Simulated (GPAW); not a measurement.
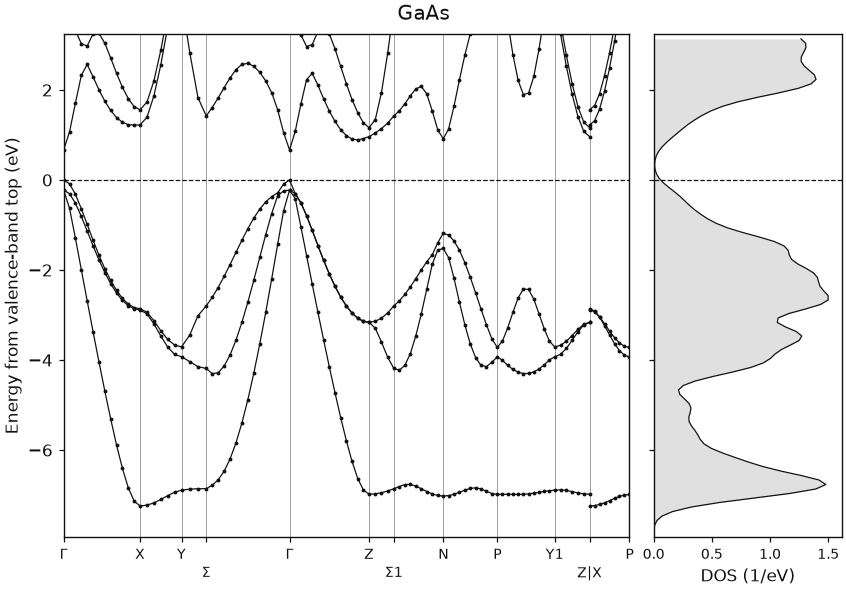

Band structure and density of states. Energies are counted from the top of the valence band. The DOS curve is built from the levels of the k mesh with Gaussians 0.55 eV wide, which also blur the band edges; ripples of that width can come from the mesh.

> Which Bravais lattice do the labels of the path belong to?

A body-centred tetragonal lattice: the path Γ–X–Y–Σ–Γ–Z–Σ1–N–P–Y1–Z|X–P runs through the special points of its Brillouin zone.

System: tetragonally strained zincblende GaAs, space group I-4m2, 2 atoms in the primitive cell; a = 3.998 Å, c = 5.428 Å (tetragonal axes).

Computed with GPAW 26.7.0: PBEsol, PAW data sets generated in the run's folder for this functional, no spin polarisation, no spin-orbit coupling, 8×8×8 k mesh, 600 eV cutoff, Fermi-Dirac smearing of 0.05 eV.

> Is there a gap? Give its size, its kind and where the band edges lie.

The bands leave a gap. The gap along this path is 0.67 eV and direct: both edges lie at Γ.

> What are the direct gaps at N, Z and Σ?

The direct gaps are 2.10 eV at N, 4.12 eV at Z and 4.22 eV at Σ.

Spin-orbit coupling is left out, which matters for As. The cell is under a strain of −4 % (uniaxial z). LDA, GGA and most meta-GGA functionals understate gaps. The cell is at 5 GPa in this functional. The potentials hold the d shell of Ga in the core, which widens gaps. In reduced coordinates of the cell that was run, X is (0, 0.5, 0.5), Y is (0.271, 0.5, 0.771), Σ is (0.386, 0.386, 0.771), Z is (−0.5, −0.5, 0), Σ1 is (−0.386, −0.386, 0.229), N is (0, 0, 0.5), P is (−0.25, 0.25, 0.5) and Y1 is (−0.5, −0.271, 0.229).
